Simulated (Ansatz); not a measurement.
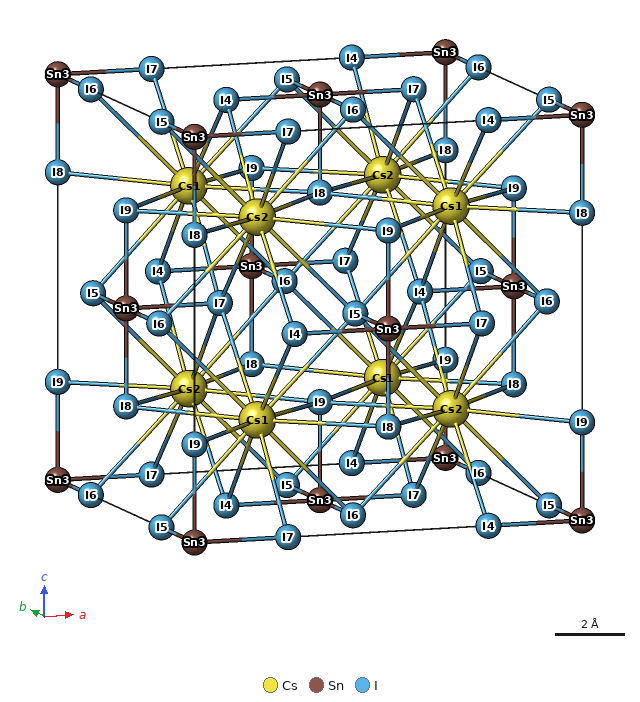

Figure 1. The structure as given in the input (ball-and-stick view of the cell 4 times as large as that of the calculation, set on its symmetry axes, seen slightly off an axis; atoms are numbered from 1 in the order of the input).

**What a change does: geometry relaxation on Cs2SnI6**

System: Cs2SnI6 (Fm-3m, 9 atoms in the cell).
Method of the first run: DFT, r2SCAN, plane waves, PAW, no spin polarisation (Ansatz 0.2.0).

The structure was built on a prototype by a generator; it need not be a known phase. The geometry comes from this level: PBE. Text and figures count atoms from 1; the logs count them from 0 in places.

### Input, the first run
```yaml
crystal:
  lattice:
    - [0.0, 6.0210863479, 6.0210863479]
    - [6.0210863479, 0.0, 6.0210863479]
    - [6.0210863479, 6.0210863479, 0.0]
  atoms:
    - { symbol: Cs, position: [0.25, 0.25, 0.25] }
    - { symbol: Cs, position: [0.75, 0.75, 0.75] }
    - { symbol: Sn, position: [0.0, 0.0, 0.0] }
    - { symbol: I, position: [0.2416515122, 0.7583484878, 0.7583484878] }
    - { symbol: I, position: [0.2416515122, 0.7583484878, 0.2416515122] }
    - { symbol: I, position: [0.7583484878, 0.2416515122, 0.7583484878] }
    - { symbol: I, position: [0.7583484878, 0.2416515122, 0.2416515122] }
    - { symbol: I, position: [0.7583484878, 0.7583484878, 0.2416515122] }
    - { symbol: I, position: [0.2416515122, 0.2416515122, 0.7583484878] }
kpoints:
  mp_grid: { grid: [4, 4, 4] }
hamiltonian:
  xc: r2scan
scf:
  occupations: { method: fermi_dirac, width: 0.02 }
relax:
  f_tol: 0.005
  cell: {}
```

Launched with:
```bash
ansatz run input.yaml --threads 4 --pin off --max-ram 7372MiB --backend cpu --events-out ev --progress --plain --runs-dir out
```

Hardware: 4 threads of Arm Neoverse V1, 24 GiB of memory available, shared host.

### Output, shortened to warnings, some set-up lines, iterations and results (the first run)
```
Basis set: ecut = 500 eV, 11017 PW (Γ), exchange–correlation on 256×256×256 points (64 copies of the dense FFT grid, shifted against one another)
Symmetry: 48 space group operations
k-points: 8 of 64
Initial density: superposition of atomic densities (neutral atoms: chi_scale 0, normalization atom), corrected by the library's trained network
[...]
SCF iter   1: F=—  HF=-62588.251303 eV  |F-HF|=—  |Δ(HF+E_count)|=         —  Δρ=3.27e-3  dr2=6.52e-2  dr2_τ=6.08e-3  ethr=1.77e-3  ⟨swp⟩=8.1  Hψ=2947  notcnv=0  defer=18
SCF iter   2: F=—  HF=-62588.278009 eV  |F-HF|=—  |Δ(HF+E_count)|=   2.67e-2  Δρ=1.54e-3  dr2=8.92e-3  dr2_τ=2.75e-4  ethr=4.86e-5  ⟨swp⟩=4.0  Hψ=1152  notcnv=0  defer=71
SCF iter   3: F=—  HF=-62588.277529 eV  |F-HF|=—  |Δ(HF+E_count)|=   4.80e-4  Δρ=4.88e-4  dr2=1.17e-3  dr2_τ=6.47e-5  ethr=6.65e-6  ⟨swp⟩=2.0  Hψ=1154  notcnv=0  defer=47
SCF iter   4: F=—  HF=-62588.277541 eV  |F-HF|=—  |Δ(HF+E_count)|=   1.26e-5  Δρ=1.51e-4  dr2=7.15e-5  dr2_τ=4.69e-6  ethr=8.76e-7  ⟨swp⟩=2.0  Hψ=768  notcnv=0  defer=47
SCF iter   5: F=—  HF=-62588.277755 eV  |F-HF|=—  |Δ(HF+E_count)|=   2.13e-4  Δρ=3.34e-5  dr2=5.33e-6  dr2_τ=1.37e-7  ethr=5.34e-8  ⟨swp⟩=2.0  Hψ=873  notcnv=0  defer=47
[... 40 lines ...]
SCF iter   3: F=—  HF=-62588.314660 eV  |F-HF|=—  |Δ(HF+E_count)|=   9.27e-7  Δρ=2.03e-6  dr2=3.78e-9  dr2_τ=1.07e-9  ethr=1.00e-10  ⟨swp⟩=2.0  Hψ=937  notcnv=0
SCF iter   4: F=—  HF=-62588.314660 eV  |F-HF|=—  |Δ(HF+E_count)|=   6.90e-9  Δρ=2.95e-7  dr2=1.66e-10  dr2_τ=8.06e-12  ethr=2.82e-12  ⟨swp⟩=2.6  Hψ=1185  notcnv=0
SCF iter   5: F=-62588.314660 eV  HF=-62588.314660 eV  |F-HF|=1.46e-11  |Δ(HF+E_count)|=  1.67e-10  Δρ=9.09e-8  dr2=1.85e-11  dr2_τ=6.32e-13  ethr=1.00e-12  ⟨swp⟩=5.0  …
SCF 6 converged in 5 iterations: F = -62588.314660 eV  dr2 = 1.85e-11
relax step   6: F+E_penalty+E_count = -62588.31466026 eV  Δ(F+E_penalty+E_count) = +1.685e-3 eV  max|allowed force component| = 1.001e-3 eV/Å  Δτ_max = 0.0000 Å  P = -0.006 …
basis re-selected at this cell: Δ(F+E_penalty+E_count) = +1.685e-3 eV, ΔP = -0.003 GPa vs the last step (what re-selecting the basis moved, of the pressure what is left beyond the Pulay correction that the steps carried, after the strain that the cell walked since its last selection, with what the …
SCF converged after 5 iterations
Free energy (F): -62588.314660 eV
Harris-Foulkes:  -62588.314660 eV  (|F-HF|=1.46e-11)
Internal energy: -62588.314660 eV  (E = F + TS)
E sigma→0 (E₀):  -62588.314660 eV
Entropy (-TS):   -0.000000 eV (-0.000 meV/atom)
Fermi energy:    4.016334 eV
--- Per-component energies (eV) ---
  E_band       = -2762.790339
  E_kinetic    = 1601.402565
  E_local      = -15810.245786  (includes V_loc(G=0)·N_el)
  E_nonlocal   = -517.303572
  E_hartree    = 8042.342220
  E_xc         = -1422.815698
  E_vxc        = -1214.917660  (∫ρ·V_xc dr)
  E_paw        = -43382.709309  (= ΣΔE_a)
  E_vpaw       = -2975.548702  (= ΣTr[D̂ρ^β])
  E_aug_tail   = -0.000188  (compensation charges beyond the density's cutoff)
  E_vtau       = 69.138933  (kinetic-family band-sum trace: ∫τ·v_τ [+ j·A + Jᵃ·Aᵃ] dr)
  E_ewald      = -11100.258288
  E_core_change = 1.273396  (= ΣΔE_core)
  E_smearing   = -0.000000  (= −TS)
  E_closure    = -0.000000  (closes the sum)
  Σ components = -62588.314660   (vs F -62588.314660, Δ=0.00e0)
--- Forces (eV/Å), atoms counted from 1 ---
  atom   1  Cs    -0.00000000     0.00000000     0.00000000
  atom   2  Cs    -0.00000000    -0.00000000    -0.00000000
  atom   3  Sn    -0.00000000     0.00000000    -0.00000000
  atom   4  I      0.00100093     0.00000000     0.00000000
  atom   5  I      0.00000000    -0.00100093     0.00000000
  atom   6  I     -0.00000000     0.00100093    -0.00000000
  atom   7  I     -0.00100093    -0.00000000    -0.00000000
  atom   8  I     -0.00000000     0.00000000     0.00100093
  atom   9  I      0.00000000    -0.00000000    -0.00100093
  max |Σ_I F_I| component: 2.10e-18 eV/Å
--- Stress (GPa, compression-positive) ---
       -0.005633      -0.000000      -0.000000
       -0.000000      -0.005633      -0.000000
       -0.000000       0.000000      -0.005633
  P = ⅓ Tr σ = -0.0056 GPa (-0.056 kbar)
--- Relaxed structure (5 steps of the walk, 5 accepted, 1 SCFs on fresh bases) ---
[...]
```

The input of the second run differs as follows (lines with − go, lines with + come):
```diff
-  xc: r2scan
+  xc: lda
```

Predict how the results change.

The total energies belong to different methods, so their difference says nothing on which is more stable or more accurate. The volume per atom goes from 46.11 to 39.93 Å³. The functional changes from r2SCAN to LDA. The SCF takes 43 iterations over all geometry steps against 38. The default cutoff goes from 500 to 420 eV with the change. On the same kind of shared host the second run took about 0.46 times as long.

### Output, shortened to warnings, some set-up lines, iterations and results (the second run)
```
Basis set: ecut = 420 eV, 8609 PW (Γ)
Symmetry: 48 space group operations
k-points: 8 of 64
Initial density: superposition of atomic densities (neutral atoms: chi_scale 0, normalization atom), corrected by the library's trained network
[...]
SCF iter   1: F=—  HF=-61032.174240 eV  |F-HF|=—  |Δ(HF+E_count)|=         —  Δρ=3.91e-3  dr2=3.45e-2  ethr=1.77e-3  ⟨swp⟩=8.0  Hψ=3051  notcnv=0  defer=14
SCF iter   2: F=—  HF=-61032.165776 eV  |F-HF|=—  |Δ(HF+E_count)|=   8.46e-3  Δρ=2.00e-3  dr2=9.25e-3  ethr=2.57e-5  ⟨swp⟩=3.0  Hψ=1120  notcnv=0  defer=68
SCF iter   3: F=—  HF=-61032.164877 eV  |F-HF|=—  |Δ(HF+E_count)|=   8.99e-4  Δρ=2.37e-4  dr2=4.87e-4  ethr=6.90e-6  ⟨swp⟩=2.0  Hψ=911  notcnv=0  defer=68
SCF iter   4: F=—  HF=-61032.164884 eV  |F-HF|=—  |Δ(HF+E_count)|=   7.69e-6  Δρ=8.92e-5  dr2=1.53e-4  ethr=3.63e-7  ⟨swp⟩=3.0  Hψ=1199  notcnv=0  defer=68
SCF iter   5: F=—  HF=-61032.164850 eV  |F-HF|=—  |Δ(HF+E_count)|=   3.41e-5  Δρ=2.79e-5  dr2=6.62e-6  ethr=1.14e-7  ⟨swp⟩=2.1  Hψ=778  notcnv=0  defer=68
[... 47 lines ...]
SCF iter   4: F=—  HF=-61032.709764 eV  |F-HF|=—  |Δ(HF+E_count)|=   4.74e-8  Δρ=9.51e-7  dr2=3.30e-9  ethr=6.13e-11  ⟨swp⟩=2.0  Hψ=887  notcnv=0
SCF iter   5: F=—  HF=-61032.709764 eV  |F-HF|=—  |Δ(HF+E_count)|=  9.75e-10  Δρ=2.78e-7  dr2=2.76e-10  ethr=2.46e-12  ⟨swp⟩=2.5  Hψ=1060  notcnv=0
SCF iter   6: F=-61032.709764 eV  HF=-61032.709764 eV  |F-HF|=7.28e-12  |Δ(HF+E_count)|=  5.82e-11  Δρ=6.82e-8  dr2=1.96e-11  ethr=1.00e-12  ⟨swp⟩=5.0  Hψ=2170  notcnv=0
SCF 7 converged in 6 iterations: F = -61032.709764 eV  dr2 = 1.96e-11
relax step   7: F+E_penalty+E_count = -61032.70976384 eV  Δ(F+E_penalty+E_count) = +9.311e-3 eV  max|allowed force component| = 2.753e-3 eV/Å  Δτ_max = 0.0000 Å  P = -0.013 …
basis re-selected at this cell: Δ(F+E_penalty+E_count) = +9.311e-3 eV, ΔP = -0.015 GPa vs the last step (what re-selecting the basis moved, of the pressure what is left beyond the Pulay correction that the steps carried, after the strain that the cell walked since its last selection, with what the …
SCF converged after 6 iterations
Free energy (F): -61032.709764 eV
Harris-Foulkes:  -61032.709764 eV  (|F-HF|=7.28e-12)
Internal energy: -61032.707736 eV  (E = F + TS)
E sigma→0 (E₀):  -61032.708750 eV
Entropy (-TS):   -0.002028 eV (-0.225 meV/atom)
Fermi energy:    5.501463 eV
--- Per-component energies (eV) ---
  E_band       = -2493.976303
  E_kinetic    = 1616.203001
  E_local      = -14543.938110  (includes V_loc(G=0)·N_el)
  E_nonlocal   = -476.949087
  E_hartree    = 7479.990409
  E_xc         = -1490.074049
  E_vxc        = -1126.303170  (∫ρ·V_xc dr)
  E_paw        = -41762.790476  (= ΣΔE_a)
  E_vpaw       = -2922.970008  (= ΣTr[D̂ρ^β])
  E_aug_tail   = 0.000490  (compensation charges beyond the density's cutoff)
  E_ewald      = -11860.803216
  E_core_change = 5.653301  (= ΣΔE_core)
  E_smearing   = -0.002028  (= −TS)
  E_closure    = 0.000000  (closes the sum)
  Σ components = -61032.709764   (vs F -61032.709764, Δ=0.00e0)
--- Forces (eV/Å), atoms counted from 1 ---
  atom   1  Cs     0.00000000     0.00000000     0.00000000
  atom   2  Cs     0.00000000    -0.00000000    -0.00000000
  atom   3  Sn     0.00000000    -0.00000000    -0.00000000
  atom   4  I     -0.00275270     0.00000000     0.00000000
  atom   5  I     -0.00000000     0.00275270    -0.00000000
  atom   6  I      0.00000000    -0.00275270     0.00000000
  atom   7  I      0.00275270    -0.00000000    -0.00000000
  atom   8  I     -0.00000000     0.00000000    -0.00275270
  atom   9  I      0.00000000     0.00000000     0.00275270
  max |Σ_I F_I| component: 4.34e-18 eV/Å
--- Stress (GPa, compression-positive) ---
       -0.012828       0.000000      -0.000000
        0.000000      -0.012828       0.000000
       -0.000000      -0.000000      -0.012828
  P = ⅓ Tr σ = -0.0128 GPa (-0.128 kbar)
[...]
```

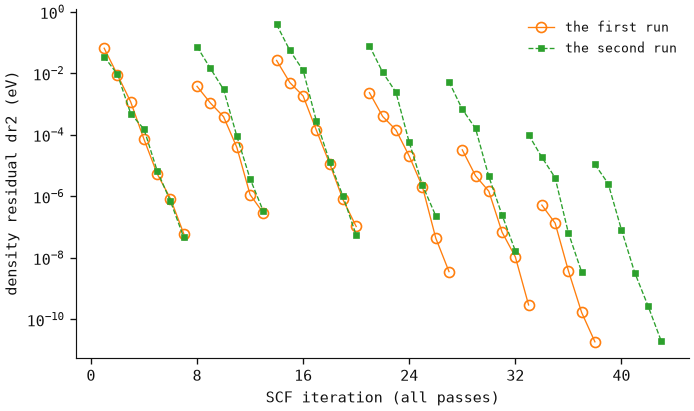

Figure 2. Convergence of the two runs: density residual dr2 against the SCF iteration. A break in a curve parts two SCF passes. The first run takes 38 iterations in all, and the second run takes 43.

### The two runs side by side

| quantity | the first run | the second run |
| --- | --- | --- |
| outcome | converged | converged |
| free energy per atom (eV) | −6954.2572 | −6781.4122 |
| pressure (GPa) | −0.01 | −0.01 |
| volume per atom (Å³) | 46.11 | 39.93 |
| largest force (eV/Å) | 0.001 | 0.003 |
| SCF iterations | 38 | 43 |
| irreducible k-points | 8 | 8 |
| wall time (shared host) | 53 s | 24 s |
